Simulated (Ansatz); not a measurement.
# Calculations on SiO₂

Part 1: Relaxation

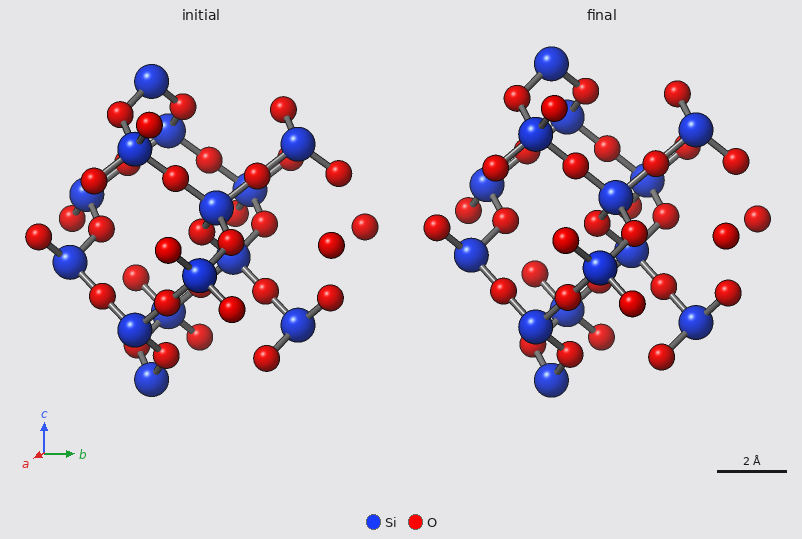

The structure of solid SiO$_{2}$ (set up in Fddd) before (left) and after (right) a relaxation, at one scale.

The picture is a ball-and-stick view of the atoms within 5.0 Å of the atom that moves most (axes of the conventional cell (4 times the calculation's cell)), seen slightly off an axis. Lengths and directions refer to the drawn axes.

Case: relaxed at 30 GPa.

Theory: Ansatz 0.2.0, DFT LDA, scalar-relativistic, plane waves, PAW. (plane-wave cutoff 420 eV; k-point mesh 6 × 6 × 6; occupations gaussian; smearing width 0.02 eV; target pressure 30 GPa; no spin polarisation; cell and atoms relaxed; force threshold 0.008 eV/Å; at most 50 steps)

Describe what moved and what it gained.

Answer. The energy rises by 8.3 meV per atom in 14 accepted moves (20 points after the start). With the target pressure of 30 GPa, the enthalpy E + pV changes by −27.9 meV per atom. The largest force component goes from 1.5 to 0.0029 eV/Å. The pressure goes from 38.17 to 29.99 GPa. The line search rejected the trial step at point 10 of the run. At 5 points the geometry stayed and the basis and grid were re-selected for the new cell (energy shift of 0.3 meV per atom at most each time). The largest moves relative to the cell, 0.11 Å, are those of O atoms. By element the largest moves are O 0.11 Å, Si 0.01 Å. The drawn cell changes as follows: a 4.373 → 4.096 Å (−6.3 %), b 8.739 → 8.628 Å (−1.3 %), c 14.049 → 14.929 Å (+6.3 %); the volume changes by −1.7 %. Among the contacts that change: O–Si 1.550 → 1.580 Å, O–Si 1.515 → 1.531 Å. Bond angles that change, for instance: Si–O–Si 127.5° → 120.0°, O–Si–O 113.1° → 119.7°, O–Si–O 107.4° → 102.5°. The space group stays Fddd (No. 70). Cost: 2.9 min on 2 threads of Arm Neoverse V2, with other jobs on the host, peak memory 0.54 GiB.

Part 2: Relaxation

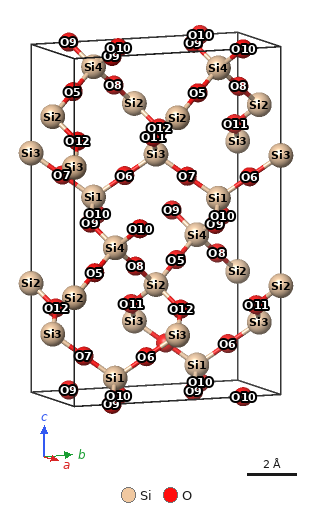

This is the input geometry for a relaxation of solid SiO2 (set up in Fddd). The picture is a ball-and-stick view of the conventional cell (4 times the calculation's cell), seen slightly off an axis. Lengths and directions refer to the drawn axes.

Case: relaxed at 8 GPa.

The calculation used Ansatz, DFT LDA, scalar-relativistic, plane waves, PAW.

The input:
```yaml
crystal:
  lattice:
    - [0.0, 4.5990647621, 7.2130313109]
    - [2.2987112102, 0.0, 7.2130313109]
    - [2.2987112102, 4.5990647621, 0.0]
  atoms:
    - { symbol: Si, position: [0.5627088184, 0.5627088184, 0.9372911816] }
    - { symbol: Si, position: [0.3127088184, 0.3127088184, 0.6872911816] }
    - { symbol: Si, position: [0.6872911816, 0.6872911816, 0.3127088184] }
    - { symbol: Si, position: [0.9372911816, 0.9372911816, 0.5627088184] }
    - { symbol: O, position: [0.625, 0.125, 0.625] }
    - { symbol: O, position: [0.625, 0.625, 0.125] }
    - { symbol: O, position: [0.625, 0.625, 0.625] }
    - { symbol: O, position: [0.125, 0.625, 0.625] }
    - { symbol: O, position: [0.1826264899, 0.8173735101, 0.1826264899] }
    - { symbol: O, position: [0.8173735101, 0.1826264899, 0.8173735101] }
    - { symbol: O, position: [0.4326264899, 0.0673735101, 0.4326264899] }
    - { symbol: O, position: [0.0673735101, 0.4326264899, 0.0673735101] }
basis:
  ecutwfc: 420
kpoints:
  mp_grid: { grid: [6, 6, 6] }
hamiltonian:
  xc: lda
scf:
  occupations: { method: gaussian, width: 0.02 }
output:
  forces: true
  stress: true
  eigenvalues: true
relax:
  adjacent_minimum: "off"
  f_tol: 0.008
  max_steps: 50
  cell: { stress_tol: 0.08, p_target: 8.0 }
```

Command:
```bash
ansatz run input.yaml --threads 2 --pin off --max-ram 5120MiB --backend cpu --events-out ev --progress --plain --runs-dir out
```

**Where does the relaxation end?**

After 5 accepted moves (6 points after the start) the energy has fallen by 3.7 meV per atom. With the target pressure of 8 GPa, the enthalpy E + pV changes by −3.9 meV per atom. The largest force component goes from 0.54 to 0.0027 eV/Å. The pressure goes from 10.79 to 7.99 GPa. The SCF was repeated once at an unchanged geometry on a basis and grid sized afresh for the cell, which shifted the energy by less than 0.05 meV per atom at most. The largest moves relative to the cell, 0.043 Å, are those of O9, O10, O11 and O12. O12 goes along +b. By element the largest moves are O 0.043 Å, Si 0.009 Å. The drawn cell changes at constant volume: a 4.597 → 4.587 Å (−0.2 %), b 9.198 → 9.171 Å (−0.3 %), c 14.426 → 14.497 Å (+0.5 %). Some distances before and after: Si1–O10 1.589 → 1.601 Å, Si1–O6 1.568 → 1.573 Å. Among the angles between lasting bonds that change: Si2–O11–Si3 134.1° → 131.2°. The space group stays Fddd (No. 70). Cost: 62 s on 2 threads of Arm Neoverse V2 (shared host), peak memory 0.56 GiB.

Part 3: A change

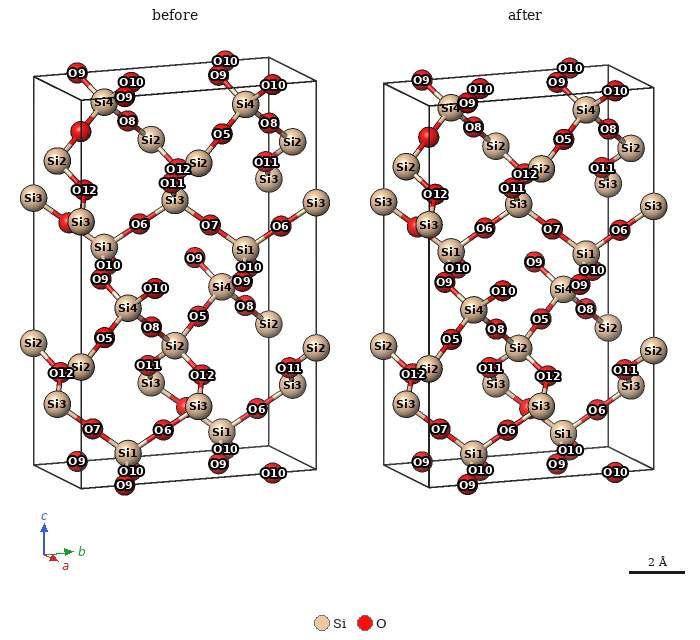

Left: a crystal of SiO2 (set up in Fddd). Right: the same structure after one change, at the same scale. Style: ball-and-stick. Shown: the conventional cell (4 times the calculation's cell), slightly off an axis. Lengths and directions refer to the drawn axes.

The calculation used Ansatz, DFT LDA, scalar-relativistic, plane waves, PAW. Settings: plane-wave cutoff 420 eV; k-point mesh 6 × 6 × 6; occupations gaussian; smearing width 0.02 eV; no spin polarisation.

The crystal is put under a hydrostatic pressure of 15 GPa. Cell and atoms are relaxed at that pressure.

And its effect?

Answer. The energy rises by 61.0 meV per atom. The pressure goes from 0.0 to 15.0 GPa. The volume changes by −10.2 %, with a 4.694 → 4.491 Å (−4.3 %), b 9.397 → 8.975 Å (−4.5 %), c 14.684 → 14.429 Å (−1.7 %). The largest moves relative to the cell, 0.13 Å, are those of O9, O10, O11 and O12. O9 goes along −b. Largest moves by element: O 0.13 Å, Si 0.03 Å. Some distances before and after: O–Si 1.597 → 1.556 Å, O–Si 1.613 → 1.592 Å. The space group stays Fddd (No. 70).

Part 4: Series

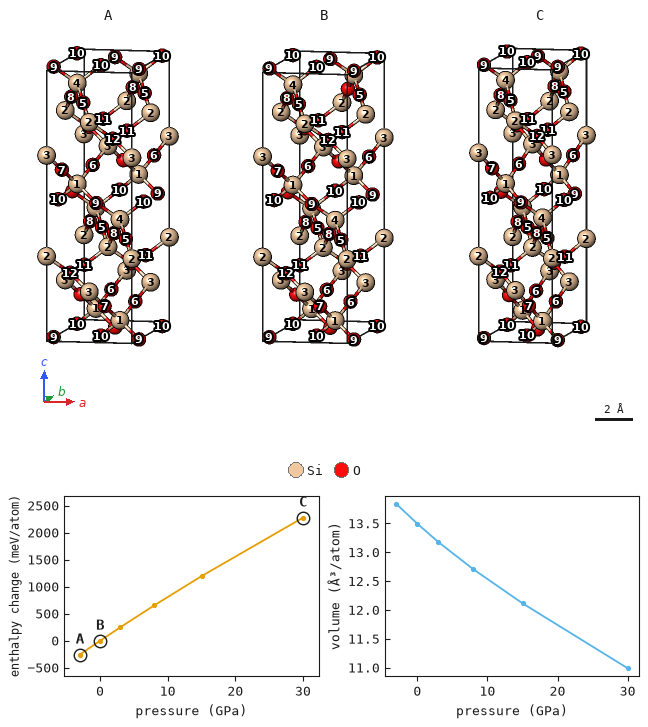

Members of a series of calculations on a crystal of SiO2 (set up in Fddd), marked on the first curve. A ball-and-stick model of the conventional cell (4 times the calculation's cell), seen slightly off an axis. Lengths and directions refer to the drawn axes.

These are results of DFT LDA, scalar-relativistic, plane waves, PAW (Ansatz), not measurements. Set-up: plane-wave cutoff 420 eV; k-point mesh 6 × 6 × 6; occupations gaussian; smearing width 0.02 eV; no spin polarisation.

**Describe the series.**

The structure is relaxed at several pressures. A (pressure −3.0 GPa): enthalpy change −256 meV/atom, volume 13.84 Å³ per atom. B (pressure 0.0 GPa): enthalpy change 0.0 meV/atom, volume 13.50 Å³ per atom. C (pressure 30.0 GPa): enthalpy change 2278 meV/atom, volume 10.99 Å³ per atom. The rest compares A with C. Cell: a 4.737 → 4.096 Å (−13.5 %), b 9.488 → 8.628 Å (−9.1 %), c 14.778 → 14.929 Å (+1.0 %). Volume −20.6 %. Some distances before and after: O–Si 1.613 → 1.531 to 1.580 Å.
